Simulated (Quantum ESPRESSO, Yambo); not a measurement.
# Beyond one shot: GaN (honeycomb monolayer), part 2 of 2

Wanted: G0W0 and self-consistent gaps of GaN (honeycomb monolayer), with the cost of the cycles.

Quantum ESPRESSO 7.5 and Yambo 5.3.0; PBE and many-body steps on it, plane waves. Known limits of the many-body steps: not at the basis limit; no spin-orbit coupling.

So far. Step 5 (evGW0, cycle 1): Against G0W0 in Yambo (9×9×1 mesh, 71 bands, screening to 108.8 eV, Godby-Needs plasmon pole), the gap moves by +0.230 eV. Step 6 (evGW0, cycle 2): Against the cycle before, the gap moves by +0.024 eV.

### 7. evGW0, cycle 3

Level of this step: evGW0 on PBE, plane waves, norm-conserving pseudopotentials (Yambo).

gw4.in

```
HF_and_locXC
gw0
dyson
ppa
em1d
rim_cut
rim_w
RandQpts= 3000000
RandGvec= 100 RL
CUTGeo= "slab z"
RandGvecW= 9 RL
EXXRLvcs= 104 Ry
VXCRLvcs= 416 Ry
Chimod= "HARTREE"
% BndsRnXp
 1 | 71 |
%
NGsBlkXp= 8 Ry
% LongDrXp
 1 | 1 | 0 |
%
% GbndRnge
 1 | 71 |
%
DysSolver= "n"
ExtendOut
PPAPntXp= 27.21138 eV
% QPkrange
 1 | 12 | 10 | 17 |
%
GfnQPdb= "E < ./gw3_fix/ndb.QP"
```

Run with:

```console
OMP_NUM_THREADS=1 mpirun -n 4 yambo -F gw4.in -J gw4,gw1_W -C gw4 > gw4.log
```

Log:

```text
 Yambo, version 5.3.0

 [02] CORE Variables Setup
 =========================

  [... cell, symmetries and grids as in the set-up ...]

  [02.05] Energies & Occupations
  ==============================

  [X] === General ===
  [X] Electronic Temperature                        :  0.000000  0.000000 [eV K]
  [X] Bosonic    Temperature                        :  0.000000  0.000000 [eV K]
  [X] Finite Temperature mode                       : no
  [X] El. density                                   :  0.20763E+24 [cm-3]
[...]
Sx RL components                                 :  15037

  QP @ state[ 1 ] K range                          :   1  12
  QP @ state[ 1 ] b range                          :  10  17
  GF energies kind                                 : Perdew, Burke & Ernzerhof(X)+Perdew, Burke & Ernzerhof(C)+ E < ./gw1/ndb.QP + @E Fit+ E < ./gw2_fix/
  GF WF`s kind                                     : Perdew, Burke & Ernzerhof(X)+Perdew, Burke & Ernzerhof(C)
  Xs energies kind                                 : Perdew, Burke & Ernzerhof(X)+Perdew, Burke & Ernzerhof(C)
  Xs WF`s kind                                     : Perdew, Burke & Ernzerhof(X)+Perdew, Burke & Ernzerhof(C)

 [16] Game Over & Game summary
```

It took 11 min on 4 MPI ranks of Arm Neoverse V2, shared host; peak memory 3.7 GiB; 45 min of CPU time.

This step gave:

| Item | Value |
| --- | --- |
| quasiparticle gap on the mesh | 4.356 eV |
| gap of the density functional on the mesh | 2.161 eV |
| k of the valence top | 0.3333, 0.3333, 0 |
| k of the conduction bottom | 0, 0, 0 |
| least direct quasiparticle gap on the computed points | 4.574 eV |

Against the cycle before, the gap moves by +0.002 eV.

The program's own table gives 4.670 eV, which is too large where the input levels are shifted: this version takes Σc at the unshifted level E₀, yet steps from the shifted one. The value above is the Newton step from E₀, E₀ + Z(Σc + Σx − Vxc), rebuilt from the printed columns.

### 8. evGW, cycle 1

This step: evGW on PBE, plane waves, norm-conserving pseudopotentials.

gw5.in, as its differences from gw4.in of step 7:

```diff
@@ -30,2 +30,3 @@
 %
-GfnQPdb= "E < ./gw3_fix/ndb.QP"
+GfnQPdb= "E < ./gw1/ndb.QP"
+XfnQPdb= "E < ./gw1/ndb.QP"
```

Run with:

```console
OMP_NUM_THREADS=1 mpirun -n 4 yambo -F gw5.in -J gw5 -C gw5 > gw5.log
```

Log:

```text
 Yambo, version 5.3.0

 [02] CORE Variables Setup
 =========================

  [... cell, symmetries and grids as in the set-up ...]

  [02.05] Energies & Occupations
  ==============================

  [X] === General ===
  [X] Electronic Temperature                        :  0.000000  0.000000 [eV K]
  [X] Bosonic    Temperature                        :  0.000000  0.000000 [eV K]
  [X] Finite Temperature mode                       : no
  [X] El. density                                   :  0.20763E+24 [cm-3]
[...]
Sx RL components                                 :  15037

  QP @ state[ 1 ] K range                          :   1  12
  QP @ state[ 1 ] b range                          :  10  17
  GF energies kind                                 : Perdew, Burke & Ernzerhof(X)+Perdew, Burke & Ernzerhof(C)+ E < ./gw1/ndb.QP + @E Fit
  GF WF`s kind                                     : Perdew, Burke & Ernzerhof(X)+Perdew, Burke & Ernzerhof(C)
  Xs energies kind                                 : Perdew, Burke & Ernzerhof(X)+Perdew, Burke & Ernzerhof(C)
  Xs WF`s kind                                     : Perdew, Burke & Ernzerhof(X)+Perdew, Burke & Ernzerhof(C)

 [18] Game Over & Game summary
```

The job ended after 15 min (4 MPI ranks; peak memory 3.7 GiB; 59 min of CPU time).

Numbers from this step:

```yaml
quasiparticle_gap_on_the_mesh: 4.714 eV
gap_of_the_density_functional_on_the_mesh: 2.161 eV
k_of_the_valence_top: 0.3333, 0.3333, 0
k_of_the_conduction_bottom: 0, 0, 0
least_direct_quasiparticle_gap_on_the_computed_points: 4.894 eV
```

Against G0W0 in Yambo (9×9×1 mesh, 71 bands, screening to 108.8 eV, Godby-Needs plasmon pole), the gap moves by +0.614 eV.

The program's own table gives 4.959 eV, which is too large where the input levels are shifted: this version takes Σc at the unshifted level E₀, yet steps from the shifted one. The value above is the Newton step from E₀, E₀ + Z(Σc + Σx − Vxc), rebuilt from the printed columns.

### 9. evGW, cycle 2

gw6.in, as its differences from gw5.in of step 8:

```diff
@@ -30,3 +30,3 @@
 %
-GfnQPdb= "E < ./gw1/ndb.QP"
-XfnQPdb= "E < ./gw1/ndb.QP"
+GfnQPdb= "E < ./gw5_fix/ndb.QP"
+XfnQPdb= "E < ./gw5_fix/ndb.QP"
```

Run with:

```console
OMP_NUM_THREADS=1 mpirun -n 4 yambo -F gw6.in -J gw6 -C gw6 > gw6.log
```

Log:

```text
 Yambo, version 5.3.0

 [02] CORE Variables Setup
 =========================

  [... cell, symmetries and grids as in the set-up ...]

  [02.05] Energies & Occupations
  ==============================

  [X] === General ===
  [X] Electronic Temperature                        :  0.000000  0.000000 [eV K]
  [X] Bosonic    Temperature                        :  0.000000  0.000000 [eV K]
  [X] Finite Temperature mode                       : no
  [X] El. density                                   :  0.20763E+24 [cm-3]
[...]
Sx RL components                                 :  15037

  QP @ state[ 1 ] K range                          :   1  12
  QP @ state[ 1 ] b range                          :  10  17
  GF energies kind                                 : Perdew, Burke & Ernzerhof(X)+Perdew, Burke & Ernzerhof(C)+ E < ./gw1/ndb.QP + @E Fit+ E < ./gw5_fix/
  GF WF`s kind                                     : Perdew, Burke & Ernzerhof(X)+Perdew, Burke & Ernzerhof(C)
  Xs energies kind                                 : Perdew, Burke & Ernzerhof(X)+Perdew, Burke & Ernzerhof(C)
  Xs WF`s kind                                     : Perdew, Burke & Ernzerhof(X)+Perdew, Burke & Ernzerhof(C)

 [18] Game Over & Game summary
```

It took 15 min on 4 MPI ranks; peak memory 3.6 GiB; 59 min of CPU time.

Numbers from this step:

| Property | Result |
| --- | --- |
| quasiparticle gap on the mesh | 4.877 eV |
| gap of the density functional on the mesh | 2.161 eV |
| k of the valence top | 0.3333, 0.3333, 0 |
| k of the conduction bottom | 0, 0, 0 |
| least direct quasiparticle gap on the computed points | 5.050 eV |

Against the cycle before, the gap moves by +0.163 eV.

The program's own table gives 5.174 eV, which is too large where the input levels are shifted: this version takes Σc at the unshifted level E₀, yet steps from the shifted one. The value above is the Newton step from E₀, E₀ + Z(Σc + Σx − Vxc), rebuilt from the printed columns.

### 10. evGW, cycle 3

gw7.in, as its differences from gw6.in of step 9:

```diff
@@ -30,3 +30,3 @@
 %
-GfnQPdb= "E < ./gw5_fix/ndb.QP"
-XfnQPdb= "E < ./gw5_fix/ndb.QP"
+GfnQPdb= "E < ./gw6_fix/ndb.QP"
+XfnQPdb= "E < ./gw6_fix/ndb.QP"
```

Run with:

```console
OMP_NUM_THREADS=1 mpirun -n 4 yambo -F gw7.in -J gw7 -C gw7 > gw7.log
```

Log:

```text
 Yambo, version 5.3.0

 [02] CORE Variables Setup
 =========================

  [... cell, symmetries and grids as in the set-up ...]

  [02.05] Energies & Occupations
  ==============================

  [X] === General ===
  [X] Electronic Temperature                        :  0.000000  0.000000 [eV K]
  [X] Bosonic    Temperature                        :  0.000000  0.000000 [eV K]
  [X] Finite Temperature mode                       : no
  [X] El. density                                   :  0.20763E+24 [cm-3]
[...]
Sx RL components                                 :  15037

  QP @ state[ 1 ] K range                          :   1  12
  QP @ state[ 1 ] b range                          :  10  17
  GF energies kind                                 : Perdew, Burke & Ernzerhof(X)+Perdew, Burke & Ernzerhof(C)+ E < ./gw1/ndb.QP + @E Fit+ E < ./gw5_fix/
  GF WF`s kind                                     : Perdew, Burke & Ernzerhof(X)+Perdew, Burke & Ernzerhof(C)
  Xs energies kind                                 : Perdew, Burke & Ernzerhof(X)+Perdew, Burke & Ernzerhof(C)
  Xs WF`s kind                                     : Perdew, Burke & Ernzerhof(X)+Perdew, Burke & Ernzerhof(C)

 [18] Game Over & Game summary
```

Wall time 15 min (4 MPI ranks); peak memory 3.6 GiB; 59 min of CPU time.

Numbers from this step:

| Item | Value |
| --- | --- |
| quasiparticle gap on the mesh | 4.919 eV |
| gap of the density functional on the mesh | 2.161 eV |
| k of the valence top | 0.3333, 0.3333, 0 |
| k of the conduction bottom | 0, 0, 0 |
| least direct quasiparticle gap on the computed points | 5.091 eV |

Against the cycle before, the gap moves by +0.042 eV.

The program's own table gives 5.228 eV, which is too large where the input levels are shifted: this version takes Σc at the unshifted level E₀, yet steps from the shifted one. The value above is the Newton step from E₀, E₀ + Z(Σc + Σx − Vxc), rebuilt from the printed columns.

### 11. evGW, cycle 4

gw8.in, as its differences from gw7.in of step 10:

```diff
@@ -30,3 +30,3 @@
 %
-GfnQPdb= "E < ./gw6_fix/ndb.QP"
-XfnQPdb= "E < ./gw6_fix/ndb.QP"
+GfnQPdb= "E < ./gw7_fix/ndb.QP"
+XfnQPdb= "E < ./gw7_fix/ndb.QP"
```

Run with:

```console
OMP_NUM_THREADS=1 mpirun -n 4 yambo -F gw8.in -J gw8 -C gw8 > gw8.log
```

Log:

```text
 Yambo, version 5.3.0

 [02] CORE Variables Setup
 =========================

  [... cell, symmetries and grids as in the set-up ...]

  [02.05] Energies & Occupations
  ==============================

  [X] === General ===
  [X] Electronic Temperature                        :  0.000000  0.000000 [eV K]
  [X] Bosonic    Temperature                        :  0.000000  0.000000 [eV K]
  [X] Finite Temperature mode                       : no
  [X] El. density                                   :  0.20763E+24 [cm-3]
[...]
Sx RL components                                 :  15037

  QP @ state[ 1 ] K range                          :   1  12
  QP @ state[ 1 ] b range                          :  10  17
  GF energies kind                                 : Perdew, Burke & Ernzerhof(X)+Perdew, Burke & Ernzerhof(C)+ E < ./gw1/ndb.QP + @E Fit+ E < ./gw5_fix/
  GF WF`s kind                                     : Perdew, Burke & Ernzerhof(X)+Perdew, Burke & Ernzerhof(C)
  Xs energies kind                                 : Perdew, Burke & Ernzerhof(X)+Perdew, Burke & Ernzerhof(C)
  Xs WF`s kind                                     : Perdew, Burke & Ernzerhof(X)+Perdew, Burke & Ernzerhof(C)

 [18] Game Over & Game summary
```

Run time: 15 min. Hardware: 4 MPI ranks; peak memory 3.6 GiB; 60 min of CPU time.

Numbers from this step:

* quasiparticle gap on the mesh: 4.929 eV
* gap of the density functional on the mesh: 2.161 eV
* k of the valence top: 0.3333, 0.3333, 0
* k of the conduction bottom: 0, 0, 0
* least direct quasiparticle gap on the computed points: 5.102 eV

Against the cycle before, the gap moves by +0.011 eV.

The program's own table gives 5.241 eV, which is too large where the input levels are shifted: this version takes Σc at the unshifted level E₀, yet steps from the shifted one. The value above is the Newton step from E₀, E₀ + Z(Σc + Σx − Vxc), rebuilt from the printed columns.

### 12. Side by side

Times are wall times on 4 MPI ranks of Arm Neoverse V2, shared host, good to a factor of about two.

```
           run   mesh  bands  screening cutoff (eV)  DFT gap (eV)  gap on the mesh (eV)  direct (eV)    time
          G0W0  9×9×1     71                  108.8         2.161                 4.100        4.323  15 min
evGW0, cycle 1  9×9×1     71                  108.8         2.161                 4.330        4.545  11 min
evGW0, cycle 2  9×9×1     71                  108.8         2.161                 4.354        4.571  11 min
evGW0, cycle 3  9×9×1     71                  108.8         2.161                 4.356        4.574  11 min
 evGW, cycle 1  9×9×1     71                  108.8         2.161                 4.714        4.894  15 min
 evGW, cycle 2  9×9×1     71                  108.8         2.161                 4.877        5.050  15 min
 evGW, cycle 3  9×9×1     71                  108.8         2.161                 4.919        5.091  15 min
 evGW, cycle 4  9×9×1     71                  108.8         2.161                 4.929        5.102  15 min
```

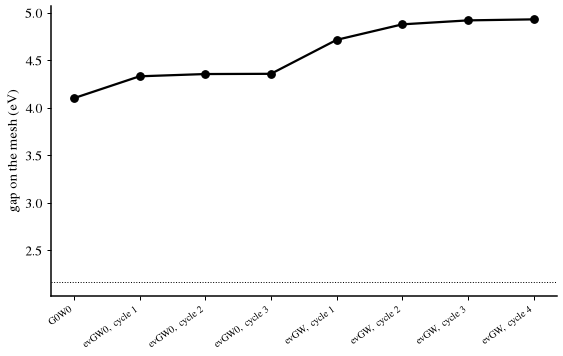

The gap through the cycles; the dotted line is the starting gap.

### 13. Outcome

| Item | Value |
| --- | --- |
| G0W0 | 4.100 eV |
| evGW0, cycle 1 | 4.330 eV |
| evGW0, cycle 2 | 4.354 eV |
| evGW0, cycle 3 | 4.356 eV |
| evGW, cycle 1 | 4.714 eV |
| evGW, cycle 2 | 4.877 eV |
| evGW, cycle 3 | 4.919 eV |
| evGW, cycle 4 | 4.929 eV |
| known limits | not at the basis limit; no spin-orbit coupling |

What this shows: evGW0 ends at 4.36 eV, +0.26 eV from G0W0, after 3 cycles that took 34 min beside the first screening; the last moved the gap by 0.002 eV. evGW ends at 4.93 eV, +0.83 eV from G0W0, after 4 cycles that took 59 min beside the first screening; the last moved the gap by 0.011 eV. Bands and cutoff are finite, so the gap is not at the basis limit. The miss can reach some tenths of an eV and take either sign; the mesh is an error of its own. The many-body steps are scalar-relativistic: spin-orbit coupling is not in them.

[Paths, hosts, dates, memory and timing lines, banners, echoed tables and standing remarks are left out of the program output.]

[Logs are printed without paths, hosts, clocks, repeated set-up lines and the standing remarks that a program may print on its own settings, such as how far it seeks lower states.]

[Runs of the session that timed out or met a known fault of the program may be left out.]

[Hosts, paths, dates, database ids (printed as entryN), source tags and the programs' standing remarks are cut or masked in the printed files.]
